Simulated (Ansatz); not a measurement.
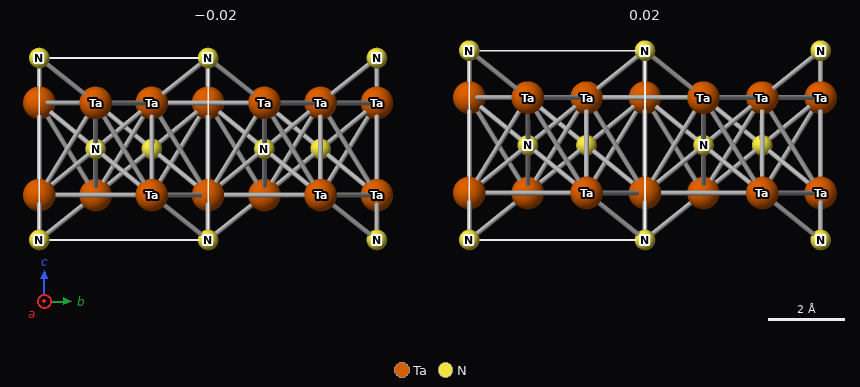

Crystalline Ta2N (set up in P-31m), under equal strain along all axes (cell held, atoms relaxed), with energies (extrapolated to zero smearing) counted from the relaxed crystal, which is the row at zero. The picture shows the first and the last member. The picture is a ball-and-stick view of the cell of the calculation, repeated 1 × 2 × 1 with one cell outlined, seen along the a axis.

Computed with Ansatz 0.2.0: DFT PBEsol, scalar-relativistic, plane waves, PAW. Settings: plane-wave cutoff 420 eV; k-point mesh 12 × 12 × 8; occupations gaussian; smearing width 0.1 eV; no spin polarisation; atoms relaxed in a fixed cell; force threshold 0.008 eV/Å.

```json
{"strain": "−0.02", "energy (meV/atom)": "47.42", "a (Å)": "5.159", "c (Å)": "4.814"}
{"strain": "−0.01", "energy (meV/atom)": "11.39", "a (Å)": "5.211", "c (Å)": "4.863"}
{"strain": "0.0", "energy (meV/atom)": "0.00", "a (Å)": "5.264", "c (Å)": "4.913"}
{"strain": "0.01", "energy (meV/atom)": "?", "a (Å)": "?", "c (Å)": "?"}
{"strain": "0.02", "energy (meV/atom)": "42.16", "a (Å)": "5.369", "c (Å)": "5.011"}
```

Question: Estimate the missing row from the others, and compare with the calculation.

Answer: A parabola through three neighbouring rows (−0.01, 0.0, 0.02) gives, with Lagrange weights, (−0.3333)(11.39) + (1.0000)(0.00) + (0.3333)(42.16) = 10.26 meV/atom. The calculation gives 10.96 meV/atom (a = 5.317 Å, c = 4.962 Å). The estimate is 0.70 meV/atom too low. From the first member to the last: Ta–Ta 2.928 → 3.069 Å, Ta–Ta 2.984 → 3.099 Å, N–Ta 2.091 → 2.176 Å.

The whole series:

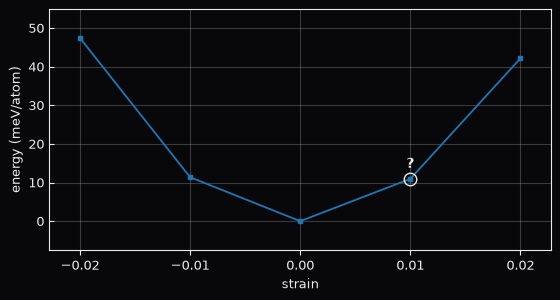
